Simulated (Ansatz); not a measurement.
# CdS: what the fields show

Input

```
crystal:
  lattice:
    - [4.0218214994, 0.0, 0.0]
    - [0.0, 5.6060692027, 0.0]
    - [0.0, 0.0, 3.9609804175]
  atoms:
    - { symbol: Cd, position: [0.5, 0.5, 0.3337221231] }
    - { symbol: Cd, position: [0.0, 0.0, 0.6662778769] }
    - { symbol: S, position: [0.5, 0.0, 0.2558610189] }
    - { symbol: S, position: [0.0, 0.5, 0.7441389811] }
basis:
  ecutwfc: 420
kpoints:
  mp_grid: { grid: [10, 8, 10] }
hamiltonian:
  xc: pbe
scf:
  occupations: { method: gaussian, width: 0.05 }
output:
  forces: true
  stress: true
  eigenvalues: true
  populations: true
  write_density: true
  write_potential: true
  elf: true
  volumetric_format: npy
```

Run with:

```sh
ansatz run input.yaml --threads 1 --pin off --max-ram 1331MiB --backend cpu --events-out ev --progress --plain --runs-dir out
```

Below, planes, directions and counts refer to the conventional cell (a = 4.02 Å, b = 5.61 Å, c = 3.96 Å, α = 90.00°, β = 90.00°, γ = 90.00°).

Space group Pmmn; a structure from a database of computed crystals, not necessarily the ambient phase; changed on purpose from its base cell (strained and moved within the space group); not relaxed (largest force 0.4 eV/Å).

Level of theory: Ansatz 0.2.0, DFT PBE, scalar-relativistic, plane waves, PAW.

Core electrons are frozen (PAW), and the valence fields are smoothed inside the atomic spheres.

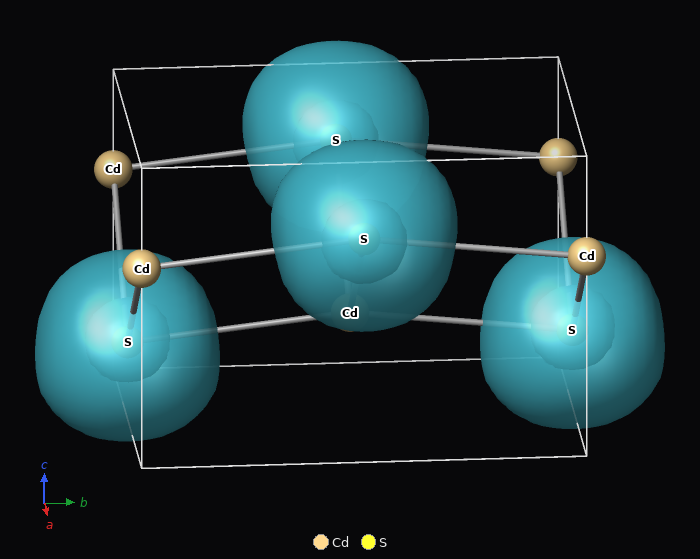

Figure 1. Isosurface of the ELF at 0.7 (cyan), seen at an oblique angle. Core shells and regions of very low density are left out. Sticks mark near contacts.

Q: What do the ELF domains correspond to?

A: The surface consists of two regions wrapped around S (the valence shell of each), counted in one cell of 4 atoms. Regions shared between cells count once.


Cd–S (2.59 Å): the ELF peaks at about 0.85 in the valence shell of S, 0.8 Å from its nucleus, and drops to about 0.15 between the two atoms. Cd–S (2.82 Å): the ELF peaks at about 0.85 in the valence shell of S, 0.8 Å from its nucleus, and drops to about 0.15 between the two atoms.

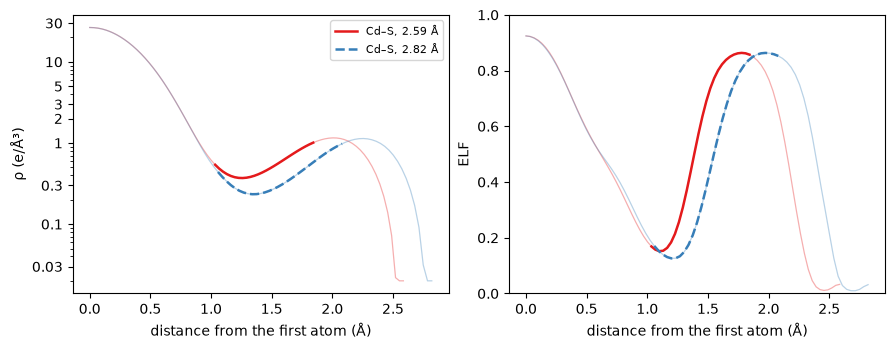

Figure 2. Valence electron density and electron localisation function along straight lines between neighbouring atoms. Thin, pale parts lie inside the atomic spheres.

Q: What can be read from the curves?

A: Cd–S (2.59 Å): the density is about 0.37 e/Å³ at the midpoint; the ELF peaks at about 0.85 in the valence shell of S, 0.8 Å from its nucleus, and drops to about 0.15 between the two atoms.
Cd–S (2.82 Å): ρ at the midpoint is about 0.24 e/Å³; the ELF peaks at about 0.85 in the valence shell of S, 0.8 Å from its nucleus, and drops to about 0.15 between the two atoms.

Q: Does the calculation make it a metal, or give it a gap?

A: It is gapped, with a Kohn–Sham gap of 0.51 eV on the k-point mesh, an upper bound to the gap of this method.
